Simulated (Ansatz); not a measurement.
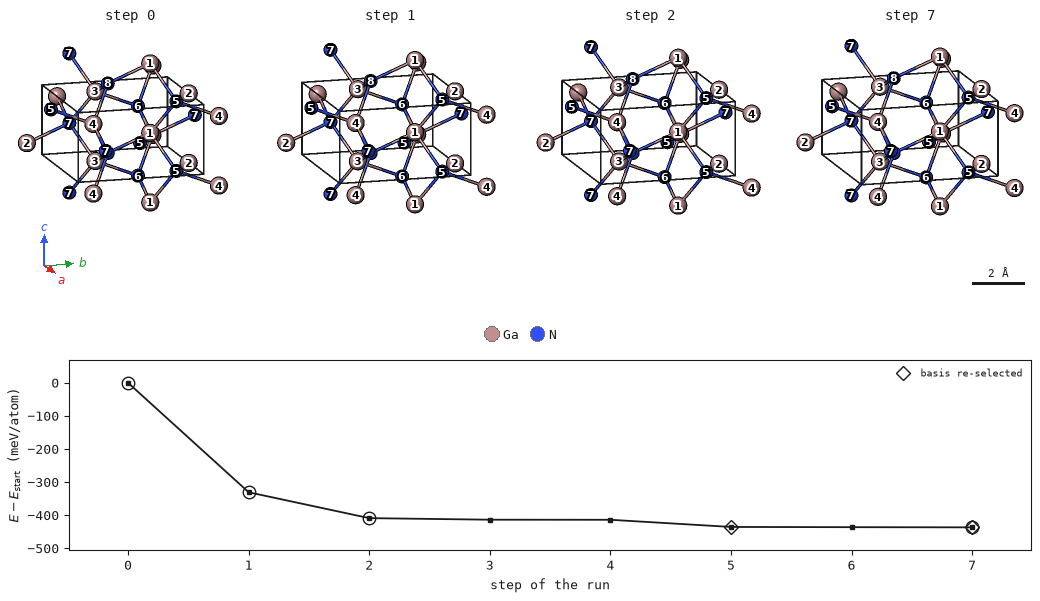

Frames of a relaxation of crystalline GaN (a generated structure, set up in P4_12_12) (coarse preliminary run), marked on the history of the run. Style: ball-and-stick. Shown: the cell of the calculation, slightly off an axis.

Method: DFT PBE, scalar-relativistic, plane waves, PAW in Ansatz.

Input
```yaml
crystal:
  lattice:
    - [5.11566326, 0.0, 0.0]
    - [0.0, 5.11566326, 0.0]
    - [0.0, 0.0, 2.79270584]
  atoms:
    - { symbol: Ga, position: [0.66924326, 0.66924326, 0.5] }
    - { symbol: Ga, position: [0.16924326, 0.83075674, 0.25] }
    - { symbol: Ga, position: [0.33075674, 0.33075674, 0.0] }
    - { symbol: Ga, position: [0.83075674, 0.16924326, 0.75] }
    - { symbol: "N", position: [0.83075674, 0.83075674, 0.0] }
    - { symbol: "N", position: [0.33075674, 0.66924326, 0.75] }
    - { symbol: "N", position: [0.16924326, 0.16924326, 0.5] }
    - { symbol: "N", position: [0.66924326, 0.33075674, 0.25] }
basis:
  ecutwfc: 420
kpoints:
  mp_grid: { grid: [4, 4, 6] }
hamiltonian:
  xc: pbe
scf:
  occupations: { method: gaussian, width: 0.1 }
  lower_state_search: "off"
output:
  forces: true
  stress: true
  eigenvalues: true
relax:
  adjacent_minimum: "off"
  f_tol: 0.04
  max_steps: 70
  cell: { stress_tol: 0.4 }
```

Launched with:
```bash
ansatz run input.yaml --threads 1 --pin off --max-ram 2560MiB --backend cpu --events-out ev --progress --plain --runs-dir out
```

**Describe the path.**

The energy falls by 436 meV per atom in 5 accepted moves (7 points after the start). Largest force component: 0.23 eV/Å at the start, 0.0053 eV/Å at the end. Pressure: 69.28 GPa at the start and 0.26 GPa at the end. The SCF was repeated twice at an unchanged geometry on a basis and grid sized afresh for the cell, which shifted the energy by 21.6 meV per atom at most. The largest moves relative to the cell, 0.014 Å, are those of N5, N6, N7 and N8. N7 goes along [−1 −1 0]. Largest moves by element: N 0.014 Å, Ga 0.007 Å. The volume changes by +27.4 %, with a = b 5.116 → 5.566 Å (+8.8 %), c 2.793 → 3.005 Å (+7.6 %). Near-neighbour distances that change, for instance: Ga1–N6 1.867 → 2.023 Å, Ga1–N5 1.821 → 1.973 Å. The space group stays P4_12_12 (No. 92). Cost: 81 s on 1 thread of Arm Neoverse V1 (shared host), peak memory 0.36 GiB. From step 0 to 1: volume +12.9 %, energy −330 meV per atom. From step 1 to 2: volume +8.2 %, energy −78.1 meV per atom. From step 2 to 7: volume +4.2 %, energy −27.8 meV per atom.

| step | E − E(0), meV/atom | largest force component, eV/Å | pressure, GPa | volume, Å³/atom | note |
| --- | --- | --- | --- | --- | --- |
| 0 | 0.00 | 0.2347 | 69.28 | 9.136 |  |
| 1 | -330.43 | 0.1561 | 25.69 | 10.318 |  |
| 2 | -408.53 | 0.0353 | 5.92 | 11.165 |  |
| 3 | -413.26 | 0.0210 | -0.69 | 11.532 |  |
| 4 | -413.51 | 0.0026 | 0.00 | 11.491 |  |
| 5 | -435.14 | 0.0028 | 2.37 | 11.491 | same geometry, new basis |
| 6 | -435.84 | 0.0053 | 0.25 | 11.636 |  |
| 7 | -436.36 | 0.0053 | 0.26 | 11.636 | same geometry, new basis |
